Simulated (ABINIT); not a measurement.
## Geometry relaxation, with input and output: C (part 2 of 2)

C (Fd-3m, 2 atoms in the cell); Kohn-Sham DFT of a periodic cell, LDA, PseudoDojo NC SR LDA v0.4.1 standard, no spin polarisation (ABINIT 10.8.3); cutoff 1115.67 eV, 10×10×10 k-mesh, fermi-dirac of 0.05 eV. The structure derives from an entry of the Crystallography Open Database.

Geometry of the input (Å; fractional positions):
```
0.0000  1.7834  1.7834
1.7834  0.0000  1.7834
1.7834  1.7834  0.0000
C  0.7500  0.7500  0.7500
C  0.5000  0.5000  0.5000
```

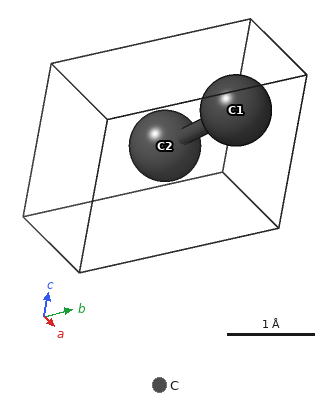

**Figure 1.** The geometry at step 2 of the log (ball-and-stick view of the cell of the calculation, seen slightly off an axis; atoms are numbered from 1 in the order of the input).

The program's output, continued
```
 Cartesian coordinates (xcart) [bohr]
  4.99887913738358E+00  4.99887913738358E+00  4.99887913738358E+00
  3.33258609158905E+00  3.33258609158906E+00  3.33258609158906E+00
 Reduced coordinates (xred)
  7.50000000000000E-01  7.50000000000000E-01  7.50000000000000E-01
  5.00000000000000E-01  5.00000000000000E-01  5.00000000000000E-01
 Cartesian forces (fcart) [Ha/bohr]; max,rms= 0.00000E+00 0.00000E+00 (free atoms)
 -0.00000000000000E+00 -0.00000000000000E+00 -0.00000000000000E+00
 -0.00000000000000E+00 -0.00000000000000E+00 -0.00000000000000E+00
 Gradient of E wrt nuclear positions in reduced coordinates (gred)
  0.00000000000000E+00  0.00000000000000E+00  0.00000000000000E+00
  0.00000000000000E+00  0.00000000000000E+00  0.00000000000000E+00
 Scale of Primitive Cell (acell) [bohr]
  4.71298844850119E+00  4.71298844850119E+00  4.71298844850119E+00
 Real space primitive translations (rprimd) [bohr]
  0.00000000000000E+00  3.33258609158906E+00  3.33258609158906E+00
  3.33258609158905E+00  0.00000000000000E+00  3.33258609158905E+00
  3.33258609158905E+00  3.33258609158905E+00  0.00000000000000E+00
 Unitary Cell Volume (ucvol) [Bohr^3]=  7.40242691243588E+01
 Angles (23,13,12)= [degrees]
  6.00000000000000E+01  6.00000000000000E+01  6.00000000000000E+01
 Lengths [Bohr]
  4.71298844850119E+00  4.71298844850119E+00  4.71298844850119E+00
 Stress tensor in cartesian coordinates (strten) [Ha/bohr^3]
 -1.44983656275173E-04  0.00000000000000E+00  0.00000000000000E+00
  0.00000000000000E+00 -1.44983656275176E-04  0.00000000000000E+00
  0.00000000000000E+00  0.00000000000000E+00 -1.44983656275178E-04
 Total energy (etotal) [Ha]= -1.20643566800681E+01

 Difference of energy with previous step (new-old):
           Absolute (Ha)=-3.02158E-04
           Relative     =-2.50458E-05

--- Iteration: ( 3/50) Internal Cycle: (1/1)
--------------------------------------------------------------------------------

---SELF-CONSISTENT-FIELD CONVERGENCE--------------------------------------------

--- !BeginCycle
iteration_state: {dtset: 1, itime: 3, icycle: 1, }
solver: {iscf: 7, nstep: 80, nline: 4, wfoptalg: 0, }
tolerances: {tolvrs: 1.00E-12, }
...

     iter   Etot(hartree)      deltaE(h)  residm     vres2
 ETOT  1  -12.064385166346    -1.206E+01 1.604E-07 1.775E-01
 ETOT  2  -12.064404690477    -1.952E-05 9.402E-08 7.350E-04
 ETOT  3  -12.064404748066    -5.759E-08 1.589E-08 2.568E-05
 ETOT  4  -12.064404749716    -1.650E-09 1.437E-09 1.783E-08
 ETOT  5  -12.064404749717    -9.486E-13 4.471E-11 1.453E-11
 ETOT  6  -12.064404749717     1.386E-13 3.913E-12 1.675E-14

 At SCF step    6       vres2   =  1.67E-14 < tolvrs=  1.00E-12 =>converged.

 Cartesian components of stress tensor (hartree/bohr^3)
  sigma(1 1)=  3.81461878E-06  sigma(3 2)=  0.00000000E+00
  sigma(2 2)=  3.81461878E-06  sigma(3 1)=  0.00000000E+00
  sigma(3 3)=  3.81461878E-06  sigma(2 1)=  0.00000000E+00

--- !ResultsGS
iteration_state: {dtset: 1, itime: 3, icycle: 1, }
comment   : Summary of ground state results
lattice_vectors:
- [  0.0000000,   3.3428720,   3.3428720, ]
- [  3.3428720,   0.0000000,   3.3428720, ]
- [  3.3428720,   3.3428720,   0.0000000, ]
lattice_lengths: [   4.72753,    4.72753,    4.72753, ]
lattice_angles: [ 60.000,  60.000,  60.000, ] # degrees, (23, 13, 12)
lattice_volume:   7.4711808E+01
convergence: {deltae:  1.386E-13, res2:  1.675E-14, residm:  3.913E-12, diffor: null, }
etotal    :  -1.20644047E+01
entropy   :   0.00000000E+00
fermie    :   4.87311099E-01
cartesian_stress_tensor: # hartree/bohr^3
- [  3.81461878E-06,   0.00000000E+00,   0.00000000E+00, ]
- [  0.00000000E+00,   3.81461878E-06,   0.00000000E+00, ]
- [  0.00000000E+00,   0.00000000E+00,   3.81461878E-06, ]
pressure_GPa:  -1.1223E-01
xred      :
- [  7.5000E-01,   7.5000E-01,   7.5000E-01,  C]
- [  5.0000E-01,   5.0000E-01,   5.0000E-01,  C]
cartesian_forces: # hartree/bohr
- [ -0.00000000E+00,  -0.00000000E+00,  -0.00000000E+00, ]
- [ -0.00000000E+00,  -0.00000000E+00,  -0.00000000E+00, ]
force_length_stats: {min:   0.00000000E+00, max:   0.00000000E+00, mean:   0.00000000E+00, }
...

 Integrated electronic density in atomic spheres:
 ------------------------------------------------
 Atom  Sphere_radius  Integrated_density
    1        2.00000          4.74289153
    2        2.00000          4.75741902

---OUTPUT-----------------------------------------------------------------------

 Cartesian coordinates (xcart) [bohr]
  5.01430802289794E+00  5.01430802289794E+00  5.01430802289794E+00
  3.34287201526529E+00  3.34287201526529E+00  3.34287201526529E+00
 Reduced coordinates (xred)
  7.50000000000000E-01  7.50000000000000E-01  7.50000000000000E-01
  5.00000000000000E-01  5.00000000000000E-01  5.00000000000000E-01
 Cartesian forces (fcart) [Ha/bohr]; max,rms= 0.00000E+00 0.00000E+00 (free atoms)
 -0.00000000000000E+00 -0.00000000000000E+00 -0.00000000000000E+00
 -0.00000000000000E+00 -0.00000000000000E+00 -0.00000000000000E+00
 Gradient of E wrt nuclear positions in reduced coordinates (gred)
  0.00000000000000E+00  0.00000000000000E+00  0.00000000000000E+00
  0.00000000000000E+00  0.00000000000000E+00  0.00000000000000E+00
 Scale of Primitive Cell (acell) [bohr]
  4.72753494126566E+00  4.72753494126566E+00  4.72753494126566E+00
 Real space primitive translations (rprimd) [bohr]
  0.00000000000000E+00  3.34287201526529E+00  3.34287201526529E+00
  3.34287201526529E+00  0.00000000000000E+00  3.34287201526529E+00
  3.34287201526529E+00  3.34287201526529E+00  0.00000000000000E+00
 Unitary Cell Volume (ucvol) [Bohr^3]=  7.47118076677130E+01
 Angles (23,13,12)= [degrees]
  6.00000000000000E+01  6.00000000000000E+01  6.00000000000000E+01
 Lengths [Bohr]
  4.72753494126566E+00  4.72753494126566E+00  4.72753494126566E+00
 Stress tensor in cartesian coordinates (strten) [Ha/bohr^3]
  3.81461877997473E-06  0.00000000000000E+00  0.00000000000000E+00
  0.00000000000000E+00  3.81461877997126E-06  0.00000000000000E+00
  0.00000000000000E+00  0.00000000000000E+00  3.81461877997473E-06
 Total energy (etotal) [Ha]= -1.20644047497168E+01

 Difference of energy with previous step (new-old):
           Absolute (Ha)=-4.80696E-05
           Relative     =-3.98443E-06

--- Iteration: ( 4/50) Internal Cycle: (1/1)
--------------------------------------------------------------------------------

---SELF-CONSISTENT-FIELD CONVERGENCE--------------------------------------------

--- !BeginCycle
iteration_state: {dtset: 1, itime: 4, icycle: 1, }
solver: {iscf: 7, nstep: 80, nline: 4, wfoptalg: 0, }
tolerances: {tolvrs: 1.00E-12, }
...

     iter   Etot(hartree)      deltaE(h)  residm     vres2
 ETOT  1  -12.064404771405    -1.206E+01 9.165E-10 1.178E-04
 ETOT  2  -12.064404784339    -1.293E-08 6.215E-11 4.879E-07
 ETOT  3  -12.064404784377    -3.796E-11 1.170E-11 1.703E-08
 ETOT  4  -12.064404784378    -1.135E-12 9.387E-13 1.152E-11
 ETOT  5  -12.064404784378     4.796E-14 2.976E-14 9.214E-15

 At SCF step    5       vres2   =  9.21E-15 < tolvrs=  1.00E-12 =>converged.

 Cartesian components of stress tensor (hartree/bohr^3)
  sigma(1 1)=  5.80314808E-08  sigma(3 2)=  0.00000000E+00
  sigma(2 2)=  5.80314808E-08  sigma(3 1)=  0.00000000E+00
  sigma(3 3)=  5.80314808E-08  sigma(2 1)=  0.00000000E+00

--- !ResultsGS
iteration_state: {dtset: 1, itime: 4, icycle: 1, }
comment   : Summary of ground state results
lattice_vectors:
- [  0.0000000,   3.3426059,   3.3426059, ]
- [  3.3426059,   0.0000000,   3.3426059, ]
- [  3.3426059,   3.3426059,   0.0000000, ]
lattice_lengths: [   4.72716,    4.72716,    4.72716, ]
lattice_angles: [ 60.000,  60.000,  60.000, ] # degrees, (23, 13, 12)
lattice_volume:   7.4693969E+01
convergence: {deltae:  4.796E-14, res2:  9.214E-15, residm:  2.976E-14, diffor: null, }
etotal    :  -1.20644048E+01
entropy   :   0.00000000E+00
fermie    :   4.87483990E-01
cartesian_stress_tensor: # hartree/bohr^3
- [  5.80314808E-08,   0.00000000E+00,   0.00000000E+00, ]
- [  0.00000000E+00,   5.80314808E-08,   0.00000000E+00, ]
- [  0.00000000E+00,   0.00000000E+00,   5.80314808E-08, ]
pressure_GPa:  -1.7073E-03
xred      :
- [  7.5000E-01,   7.5000E-01,   7.5000E-01,  C]
- [  5.0000E-01,   5.0000E-01,   5.0000E-01,  C]
cartesian_forces: # hartree/bohr
- [ -0.00000000E+00,  -0.00000000E+00,  -0.00000000E+00, ]
- [ -0.00000000E+00,  -0.00000000E+00,  -0.00000000E+00, ]
force_length_stats: {min:   0.00000000E+00, max:   0.00000000E+00, mean:   0.00000000E+00, }
...

 Integrated electronic density in atomic spheres:
 ------------------------------------------------
 Atom  Sphere_radius  Integrated_density
    1        2.00000          4.74286152
    2        2.00000          4.75738758

---OUTPUT-----------------------------------------------------------------------

 Cartesian coordinates (xcart) [bohr]
  5.01390890654590E+00  5.01390890654590E+00  5.01390890654590E+00
  3.34260593769727E+00  3.34260593769727E+00  3.34260593769727E+00
 Reduced coordinates (xred)
  7.50000000000000E-01  7.50000000000000E-01  7.50000000000000E-01
  5.00000000000000E-01  5.00000000000000E-01  5.00000000000000E-01
 Cartesian forces (fcart) [Ha/bohr]; max,rms= 0.00000E+00 0.00000E+00 (free atoms)
 -0.00000000000000E+00 -0.00000000000000E+00 -0.00000000000000E+00
 -0.00000000000000E+00 -0.00000000000000E+00 -0.00000000000000E+00
 Gradient of E wrt nuclear positions in reduced coordinates (gred)
  0.00000000000000E+00  0.00000000000000E+00  0.00000000000000E+00
  0.00000000000000E+00  0.00000000000000E+00  0.00000000000000E+00
 Scale of Primitive Cell (acell) [bohr]
  4.72715865076031E+00  4.72715865076031E+00  4.72715865076031E+00
 Real space primitive translations (rprimd) [bohr]
  0.00000000000000E+00  3.34260593769727E+00  3.34260593769727E+00
  3.34260593769727E+00  0.00000000000000E+00  3.34260593769727E+00
  3.34260593769727E+00  3.34260593769727E+00  0.00000000000000E+00
 Unitary Cell Volume (ucvol) [Bohr^3]=  7.46939689167094E+01
 Angles (23,13,12)= [degrees]
  6.00000000000000E+01  6.00000000000000E+01  6.00000000000000E+01
 Lengths [Bohr]
  4.72715865076031E+00  4.72715865076031E+00  4.72715865076031E+00
 Stress tensor in cartesian coordinates (strten) [Ha/bohr^3]
  5.80314808359961E-08  0.00000000000000E+00  0.00000000000000E+00
  0.00000000000000E+00  5.80314808307919E-08  0.00000000000000E+00
  0.00000000000000E+00  0.00000000000000E+00  5.80314808273225E-08
 Total energy (etotal) [Ha]= -1.20644047843777E+01

 Difference of energy with previous step (new-old):
           Absolute (Ha)=-3.46609E-08
           Relative     =-2.87299E-09

 At Broyd/MD step   4, gradients are converged :
  max grad (force/stress) = 5.8031E-06 < tolmxf= 2.0000E-05 ha/bohr (free atoms)

================================================================================

 ----iterations are completed or convergence reached----

 Mean square residual over all n,k,spin=   25.336E-17; max=  29.758E-15
 reduced coordinates (array xred) for    2 atoms
       0.750000000000      0.750000000000      0.750000000000
       0.500000000000      0.500000000000      0.500000000000
 rms dE/dt=  0.0000E+00; max dE/dt=  0.0000E+00; dE/dt below (all hartree)
    1       0.000000000000      0.000000000000      0.000000000000
    2       0.000000000000      0.000000000000      0.000000000000

 cartesian coordinates (angstrom) at end:
    1      2.65324632908768     2.65324632908768     2.65324632908768
    2      1.76883088605845     1.76883088605845     1.76883088605845

 cartesian forces (hartree/bohr) at end:
    1     -0.00000000000000    -0.00000000000000    -0.00000000000000
    2     -0.00000000000000    -0.00000000000000    -0.00000000000000
 frms,max,avg= 0.0000000E+00 0.0000000E+00   0.000E+00  0.000E+00  0.000E+00 h/b

 cartesian forces (eV/Angstrom) at end:
    1     -0.00000000000000    -0.00000000000000    -0.00000000000000
    2     -0.00000000000000    -0.00000000000000    -0.00000000000000
 frms,max,avg= 0.0000000E+00 0.0000000E+00   0.000E+00  0.000E+00  0.000E+00 e/A
 length scales=  4.727158650760  4.727158650760  4.727158650760 bohr
              =  2.501504628608  2.501504628608  2.501504628608 angstroms
 Fermi (or HOMO) energy (hartree) =   0.48748   Average Vxc (hartree)=  -0.50868
 Eigenvalues (hartree) for nkpt=  47  k points:
 kpt#   1, nband=  8, wtk=  0.00100, kpt=  0.0000  0.0000  0.0000 (reduced coord)
  -0.41430    0.38242    0.38242    0.38242    0.58930    0.58930    0.58930    0.89987
      occupation numbers for kpt#   1
   2.00000    2.00000    2.00000    2.00000    0.00000    0.00000    0.00000    0.00000
 prteigrs : prtvol=0 or 1, do not print more k-points.

--- !EnergyTerms
iteration_state     : {dtset: 1, itime: 4, icycle: 1, }
comment             : Components of total free energy in Hartree
kinetic             :  8.60611276647490E+00
hartree             :  9.44647287820852E-01
xc                  : -4.35417759925827E+00
Ewald energy        : -1.28924513258127E+01
psp_core            :  9.32022779717359E-01
local_psp           : -4.63143738392769E+00
non_local_psp       : -6.69121309392137E-01
internal            : -1.20644047843777E+01
'-kT*entropy'       : -7.97997232114200E-17
total_energy        : -1.20644047843777E+01
total_energy_eV     : -3.28289178415563E+02
band_energy         :  3.91226482623157E-01
...

 Cartesian components of stress tensor (hartree/bohr^3)
  sigma(1 1)=  5.80314808E-08  sigma(3 2)=  0.00000000E+00
  sigma(2 2)=  5.80314808E-08  sigma(3 1)=  0.00000000E+00
  sigma(3 3)=  5.80314808E-08  sigma(2 1)=  0.00000000E+00

-Cartesian components of stress tensor (GPa)         [Pressure= -1.7073E-03 GPa]
- sigma(1 1)=  1.70734511E-03  sigma(3 2)=  0.00000000E+00
- sigma(2 2)=  1.70734511E-03  sigma(3 1)=  0.00000000E+00
- sigma(3 3)=  1.70734511E-03  sigma(2 1)=  0.00000000E+00

== END DATASET(S) ==============================================================
================================================================================

 -outvars: echo values of variables after computation  --------
            acell      4.7271586508E+00  4.7271586508E+00  4.7271586508E+00 Bohr
           etotal     -1.2064404784E+01
            fcart     -0.0000000000E+00 -0.0000000000E+00 -0.0000000000E+00
                      -0.0000000000E+00 -0.0000000000E+00 -0.0000000000E+00
            rprim      0.0000000000E+00  7.0710678119E-01  7.0710678119E-01
                       7.0710678119E-01  0.0000000000E+00  7.0710678119E-01
                       7.0710678119E-01  7.0710678119E-01  0.0000000000E+00
           strten      5.8031480836E-08  5.8031480831E-08  5.8031480827E-08
                       0.0000000000E+00  0.0000000000E+00  0.0000000000E+00
           xangst      2.6532463291E+00  2.6532463291E+00  2.6532463291E+00
                       1.7688308861E+00  1.7688308861E+00  1.7688308861E+00
             xred      7.5000000000E-01  7.5000000000E-01  7.5000000000E-01
                       5.0000000000E-01  5.0000000000E-01  5.0000000000E-01
 Calculation completed.
```

Trajectory as extended XYZ (Å, eV, eV/Å), 4 frames, from step=0 to step=3
```
2
Lattice="0.0000 1.7834 1.7834 1.7834 0.0000 1.7834 1.7834 1.7834 0.0000" Properties=species:S:1:pos:R:3:forces:R:3 step=0 energy=-328.27965
C     2.6751    2.6751    2.6751    0.0000   0.0000   0.0000
C     1.7834    1.7834    1.7834    0.0000   0.0000   0.0000
2
Lattice="0.0000 1.7635 1.7635 1.7635 0.0000 1.7635 1.7635 1.7635 0.0000" Properties=species:S:1:pos:R:3:forces:R:3 step=1 energy=-328.28787
C     2.6453    2.6453    2.6453    0.0000   0.0000   0.0000
C     1.7635    1.7635    1.7635    0.0000   0.0000   0.0000
2
Lattice="0.0000 1.7690 1.7690 1.7690 0.0000 1.7690 1.7690 1.7690 0.0000" Properties=species:S:1:pos:R:3:forces:R:3 step=2 energy=-328.28918
C     2.6535    2.6535    2.6535    0.0000   0.0000   0.0000
C     1.7690    1.7690    1.7690    0.0000   0.0000   0.0000
2
Lattice="0.0000 1.7688 1.7688 1.7688 0.0000 1.7688 1.7688 1.7688 0.0000" Properties=species:S:1:pos:R:3:forces:R:3 step=3 energy=-328.28918
C     2.6532    2.6532    2.6532    0.0000   0.0000   0.0000
C     1.7688    1.7688    1.7688    0.0000   0.0000   0.0000
```

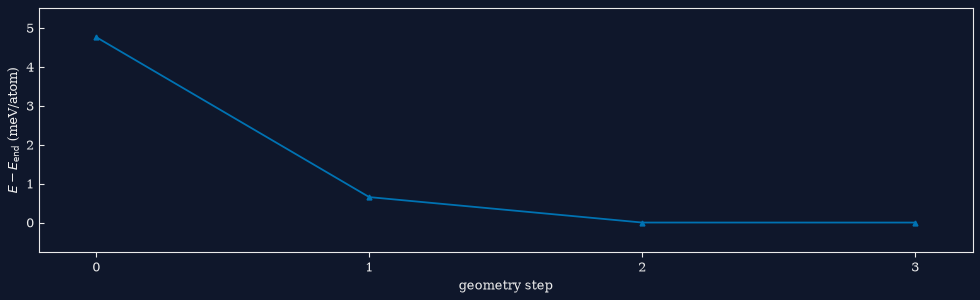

**Figure 2.** Progress of the relaxation, step by step (steps are counted from 0).

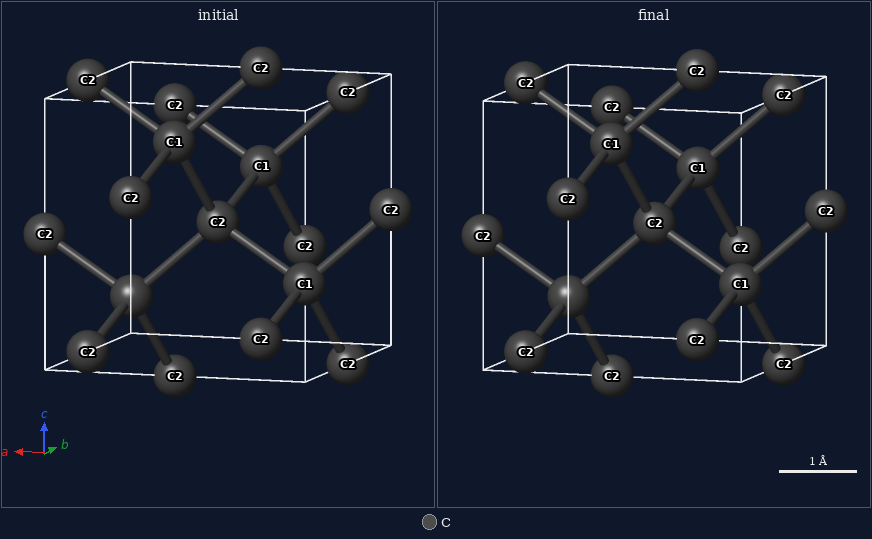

**Figure 3.** Before (left) and after (right) the relaxation, at one scale (ball-and-stick view of the cell 4 times as large as that of the calculation, set on its symmetry axes, seen at an oblique angle). No atom moves by more than 0.005 Å relative to the cell. The drawn cell changes as follows: a = b = c 3.567 → 3.538 Å (−0.8 %); the volume changes by −2.4 %. Distances before and after: C1–C2 1.544 → 1.532 Å. The space group stays Fd-3m (No. 227). After 3 geometry steps the energy has fallen by 4.8 meV per atom. All forces vanish by symmetry, so only the cell relaxes. (Atoms are counted from 1 in the order of the input.)

Summary

| quantity | value |
| --- | --- |
| outcome | converged |
| space group (tolerance 0.01 Å) | Fd-3m (227) |
| electrons treated | 8 |
| free energy | −328.2892 eV |
| Fermi energy | 13.265 eV |
| gap on the k-point mesh | 4.24 eV |
| pressure | 0.00 GPa |
| final volume | 11.07 Å³ |
| largest force (length of the vector) at the end | under 0.001 eV/Å |
| final cell | a = 2.502 Å, b = 2.502 Å, c = 2.502 Å, α = 60.00°, β = 60.00°, γ = 60.00° |
| wall time | 28 s |
| peak memory | 0.07 GiB |
